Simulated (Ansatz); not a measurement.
# Calculations on W₁₅S₂₈

## 1. Relaxation

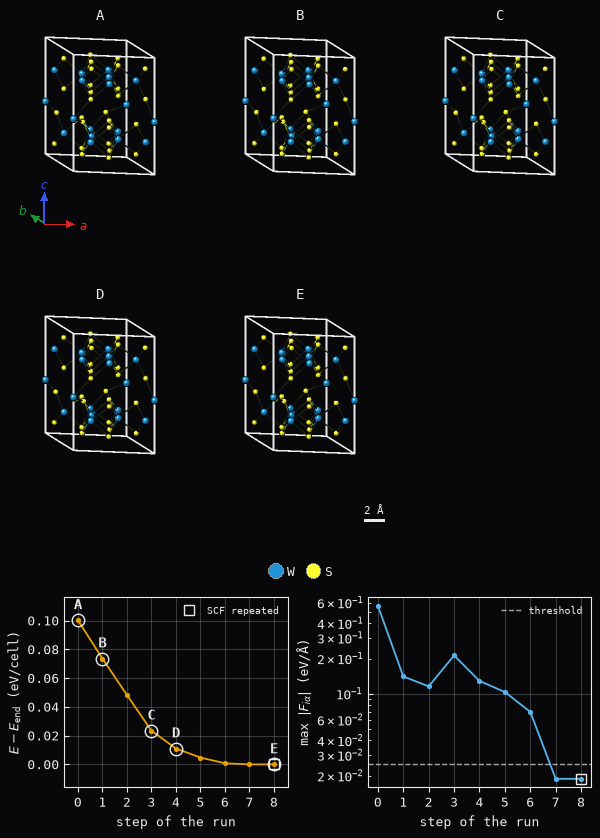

Frames of a relaxation of a defect cell of composition W15S28 (cell charge +1), marked on the history of the run. A ball-and-stick model of the cell of the calculation, seen slightly off an axis.

Case: W interstitial, charge +1, atoms relaxed at the host's cell.

These are results of Ansatz, DFT PBE+D3(BJ), scalar-relativistic, plane waves, PAW, not measurements. (plane-wave cutoff 420 eV; k-point mesh 2 × 2 × 2; occupations gaussian; smearing width 0.01 eV; collinear spin; atoms relaxed in a fixed cell; force threshold 0.025 eV/Å; at most 45 steps)

> Describe the path.

Over 7 accepted moves (8 points after the start) the energy falls by 0.100 eV per cell of the calculation. The largest force component goes from 0.56 to 0.019 eV/Å. 1 step only repeated the SCF at the same geometry. The largest moves, 0.14 Å, are those of S atoms. By element the largest moves are S 0.14 Å, W 0.06 Å. The cell stays as it was. Among the contacts that change: S–W 2.628 → 2.508 Å, S–W 2.527 → 2.600 Å, S–W 2.683 → 2.632 Å, W–W 3.007 → 3.034 Å. Bond angles that change, for instance: S–W–S 135.1° → 139.1°, S–W–S 144.7° → 141.1°, S–W–S 138.5° → 134.9°. Cost: 6.5 min on 4 threads of Arm Neoverse V2 (shared host), peak memory 3.6 GiB. From step 0 to 1: W atoms move most (0.05 Å), energy −26.6 meV per cell of the calculation. From step 1 to 3: S atoms move most (0.07 Å), energy −50.2 meV per cell of the calculation. From step 3 to 4: S atoms move most (0.02 Å), energy −12.4 meV per cell of the calculation. From step 4 to 8: S atoms move most (0.04 Å), energy −11.1 meV per cell of the calculation.

```json
{"step": "0", "E − E(0), meV/atom": "0.00", "largest force component, eV/Å": "0.5642", "note": ""}
{"step": "1", "E − E(0), meV/atom": "-0.62", "largest force component, eV/Å": "0.1407", "note": ""}
{"step": "2", "E − E(0), meV/atom": "-1.21", "largest force component, eV/Å": "0.1157", "note": ""}
{"step": "3", "E − E(0), meV/atom": "-1.79", "largest force component, eV/Å": "0.2126", "note": ""}
{"step": "4", "E − E(0), meV/atom": "-2.08", "largest force component, eV/Å": "0.1288", "note": ""}
{"step": "5", "E − E(0), meV/atom": "-2.22", "largest force component, eV/Å": "0.1035", "note": ""}
{"step": "6", "E − E(0), meV/atom": "-2.31", "largest force component, eV/Å": "0.0701", "note": ""}
{"step": "7", "E − E(0), meV/atom": "-2.33", "largest force component, eV/Å": "0.0188", "note": ""}
{"step": "8", "E − E(0), meV/atom": "-2.33", "largest force component, eV/Å": "0.0188", "note": "same geometry, SCF repeated"}
```

Limits of the set-up: the k-point mesh is coarse for a cell with partly filled bands; the periodic images lie only 8.3 Å apart, so the values are limited by the cell's size; the cell is charged, on a uniform background, and energies carry no finite-size correction.

## 2. Relaxation

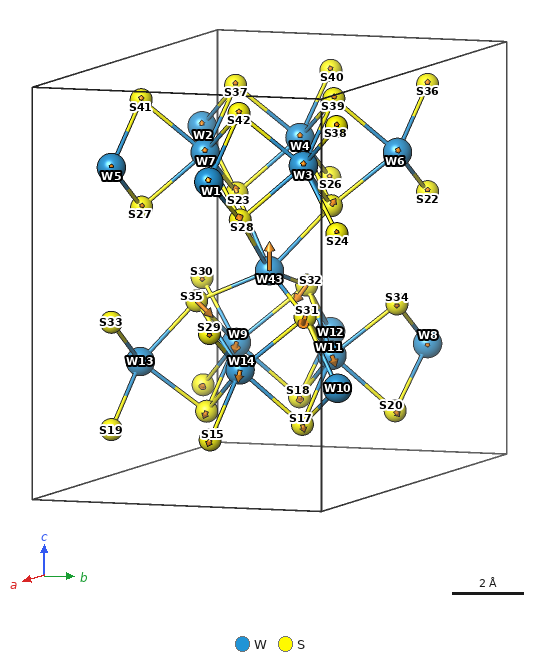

A relaxation of a defect cell of composition W$_{15}$S$_{28}$ (cell charge +3). The starting structure is drawn; orange arrows show the displacements, magnified 2 times.

Style: ball-and-stick. Shown: the cell of the calculation (origin shifted), from a free direction.

Case: W interstitial, charge +3, atoms relaxed at the host's cell.

Level of theory: Ansatz 0.2.0, DFT PBE+D3(BJ), scalar-relativistic, plane waves, PAW. Settings: plane-wave cutoff 420 eV; k-point mesh 2 × 2 × 2; occupations gaussian; smearing width 0.01 eV; collinear spin; atoms relaxed in a fixed cell; force threshold 0.025 eV/Å; at most 45 steps.

**What happened in the run?**

Over 6 accepted moves (7 points after the start) the energy falls by 1.014 eV per cell of the calculation. The largest force component goes from 0.87 to 0.013 eV/Å. 1 step only repeated the SCF at the same geometry. A W atom moves most: 0.44 Å along +c. By element the largest moves are W 0.44 Å, S 0.35 Å. The cell doesn't change. Near-neighbour distances that change, for instance: W–W 3.077 → 3.638 Å, S–W 2.591 → 2.413 Å, S–W 2.259 → 2.413 Å, W–W 3.085 → 3.189 Å. Among the angles between lasting bonds that change: S–W–S 156.1° → 179.9°, W–S–W 155.5° → 179.0°, S–W–S 105.4° → 82.2°. Cost: 5.8 min on 4 threads of Arm Neoverse V2, on a shared host, peak memory 3.6 GiB.

Limits of the set-up: the periodic images lie only 8.3 Å apart, so the values are limited by the cell's size; the cell is charged, on a uniform background, and energies carry no finite-size correction.

## 3. Defect

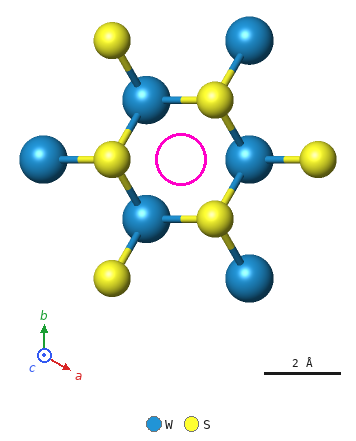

Perfect WS2. Style: ball-and-stick. Shown: the atoms within 4.6 Å of one point, in a slice 4.2 Å thick across the line of sight, along the c axis.

The calculation used DFT PBE+D3(BJ), scalar-relativistic, plane waves, PAW in Ansatz 0.2.0. Set-up: plane-wave cutoff 420 eV; k-point mesh 2 × 2 × 2; occupations gaussian; smearing width 0.01 eV; no spin polarisation. The cell is small and the k-mesh coarse, so the numbers are rough. The axes drawn are those of the host's conventional cell.

An extra tungsten atom is put between the host's atoms (an interstitial) at the ringed place, in charge state 0. The supercell has 42 sites, and the atoms are relaxed at the host's cell.

How do the neighbours respond?

The W atom starts with 3 W at 1.95 Å, 3 S at 2.02 Å around its place and ends with 3 S at 2.23 Å. Of the host's atoms, a sulfur atom moves furthest from its site, by 0.32 Å. The W atom itself moves 1.77 Å from where it was put. Relaxing the atoms from the host's sites lowers the energy by 23.84 eV. At a tolerance of 0.02 Å the relaxed supercell has space group P3.

The relaxed defect, seen from the same direction:

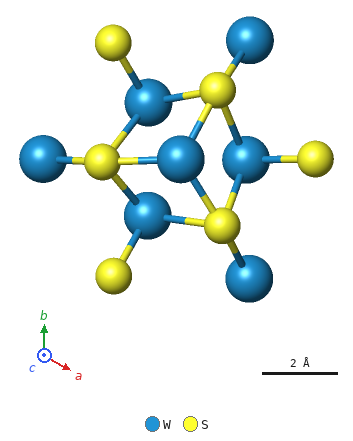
